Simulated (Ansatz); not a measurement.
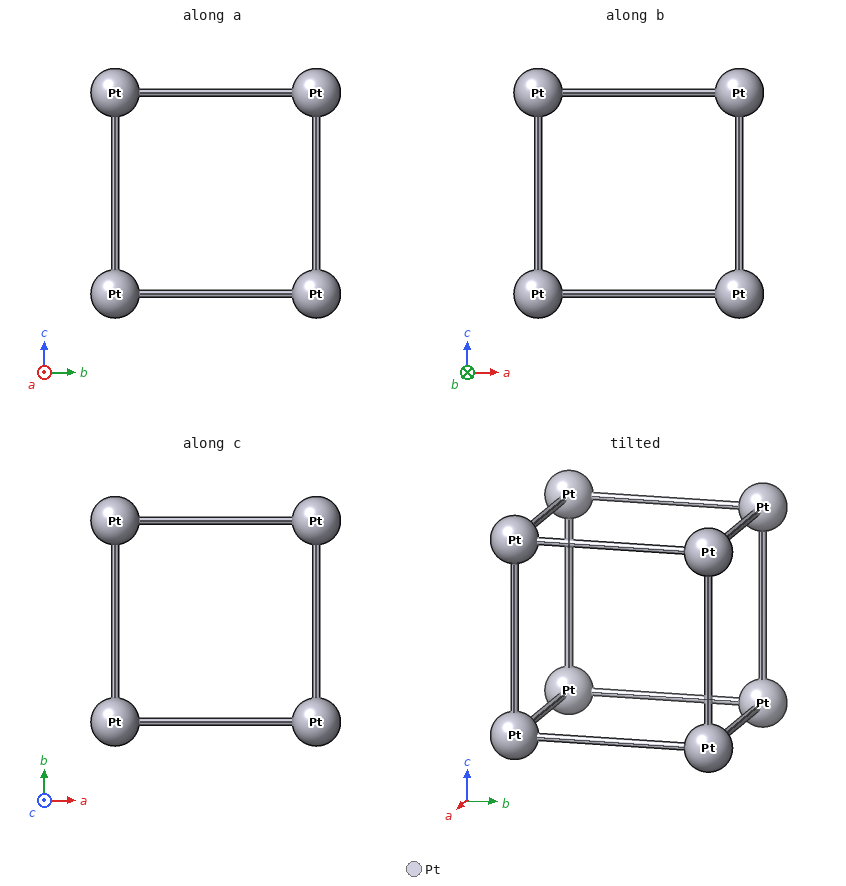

View along the a axis, along the b axis, along the c axis and slightly off an axis, drawn as a ball-and-stick model. Lines trace the edges of the conventional unit cell.

Lattice parameters: a = 2.604 Å, b = 2.604 Å, c = 2.604 Å, α = 90.00°, β = 90.00°, γ = 90.00°. Put a along x and b in the xy plane.

Question: Express the structure as a POSCAR file.

Answer:
```
Pt
1.0
     2.604    0.000    0.000
     0.000    2.604    0.000
     0.000    0.000    2.604
Pt
1
Direct
  0.0000 0.0000 0.0000
```

Its origin is a textbook structure type filled with this element (whether it is the usual form wasn't checked). The geometry was optimised with DFT r2SCAN, scalar-relativistic, plane waves, PAW in Ansatz 0.2.0.
